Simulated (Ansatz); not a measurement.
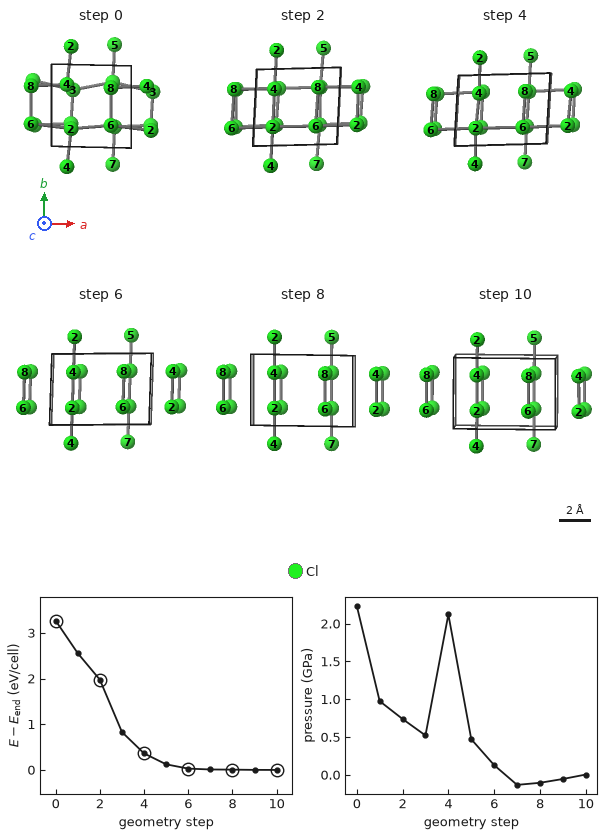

Frames of a relaxation of crystalline Cl (a generated structure, set up in P1) (coarse preliminary run), marked on the history of the run. The picture is a ball-and-stick view of the cell of the calculation, seen along the c axis.

Theory: Ansatz 0.2.0, DFT PBE, scalar-relativistic, plane waves, PAW. Settings: plane-wave cutoff 420 eV; k-point mesh 4 × 4 × 4; occupations gaussian; smearing width 0.2 eV; no spin polarisation; cell and atoms relaxed; force threshold 0.025 eV/Å; at most 60 steps.

**What happens along the run?**

The run was cut off at its time limit before the relaxation converged, so the last structure is only a point on the way. The largest move relative to the cell is that of a Cl atom, 0.29 Å roughly along +b. The drawn cell changes as follows: a 5.205 → 6.638 Å (+27.5 %), b 5.354 → 4.629 Å (−13.5 %), c 9.074 → 8.182 Å (−9.8 %), α 90.4° → 93.7°, β 91.7° → 92.9°, γ 91.3° → 90.2°; the volume changes by −0.8 %. Near-neighbour distances that change, for instance: Cl–Cl 2.346 → 3.269 Å, Cl–Cl 2.371 → 3.288 Å, Cl–Cl 3.164 → 2.313 Å, Cl–Cl 2.608 → 3.343 Å. New bonds form: Cl–Cl (2.89 → 2.31 Å), Cl–Cl (2.90 → 2.31 Å), Cl–Cl (2.91 → 2.31 Å), Cl–Cl (3.16 → 2.31 Å). Bonds break: Cl–Cl (2.35 → 3.27 Å), Cl–Cl (2.37 → 3.29 Å). The space group stays P1 (No. 1). Over 10 geometry steps the energy falls by 3.269 eV per cell of the calculation. The largest force component goes from 1.3 to 0.083 eV/Å. Pressure: 2.24 GPa at the start and 0.00 GPa at the end. Cost: 9.6 min on 1 thread of Arm Neoverse N1 (shared host), peak memory 0.52 GiB. From step 0 to 2: a Cl atom moves most (0.27 Å), volume −2.1 %, energy −1.292 eV per cell of the calculation. From step 2 to 4: a Cl atom moves most (0.08 Å), volume +0.5 %, energy −1.614 eV per cell of the calculation. From step 4 to 6: a Cl atom moves most (0.13 Å), volume +8.9 %, energy −0.333 eV per cell of the calculation. From step 6 to 8: a Cl atom moves most (0.06 Å), volume −0.2 %, energy −22.4 meV per cell of the calculation. From step 8 to 10: a Cl atom moves most (0.04 Å), volume −7.3 %, energy −6.6 meV per cell of the calculation.
